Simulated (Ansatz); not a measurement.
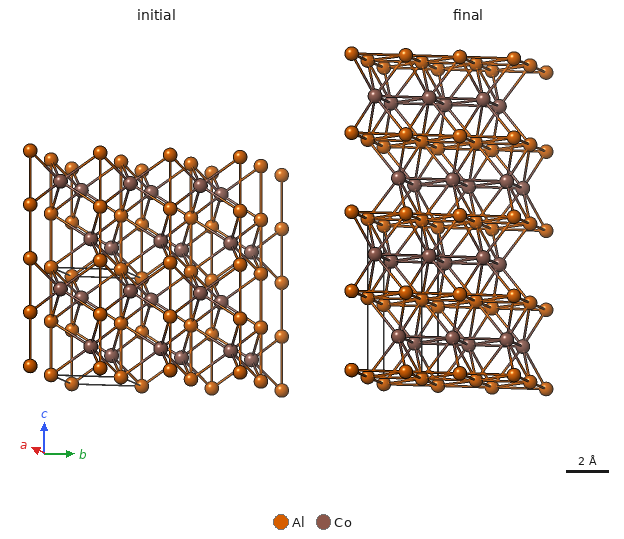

The structure of solid AlCo (built on the nickel arsenide_194 type) before (left) and after (right) a relaxation, at one scale.

Style: ball-and-stick. Shown: the cell of the calculation, repeated 2 × 3 × 2 with one cell outlined, from a free direction.

Case: nickel arsenide type (P6_3/mmc, No. 194).

All numbers below come from DFT PBE, scalar-relativistic, plane waves, PAW in Ansatz. Settings: plane-wave cutoff 420 eV; k-point mesh 18 × 18 × 10; occupations gaussian; smearing width 0.1 eV; no spin polarisation; cell and atoms relaxed; force threshold 0.01 eV/Å; at most 80 steps.

> What changed between the two?

Over 19 accepted moves (22 points after the start) the energy falls by 405 meV per atom. All forces vanish by symmetry, so only the cell relaxes. The pressure goes from 0.13 to 0.01 GPa. The SCF was repeated 3 times at an unchanged geometry on a basis and grid sized afresh for the cell, which shifted the energy by 93.8 meV per atom at most. No atom moves by more than 0.005 Å relative to the cell. The drawn cell changes as follows: a = b 3.489 → 2.698 Å (−22.7 %), c 5.274 → 7.751 Å (+47.0 %); the volume changes by −12.1 %. Among the contacts that change: Al–Al 2.637 → 3.876 Å, Al–Al 3.489 → 2.698 Å, Co–Co 3.489 → 2.698 Å, Al–Co 2.408 → 2.486 Å. Among the angles between lasting bonds that change: Al–Co–Al 66.4° → 102.4°, Al–Co–Al 92.9° → 65.7°, Co–Al–Co 92.9° → 65.7°. The space group stays P6_3/mmc (No. 194).
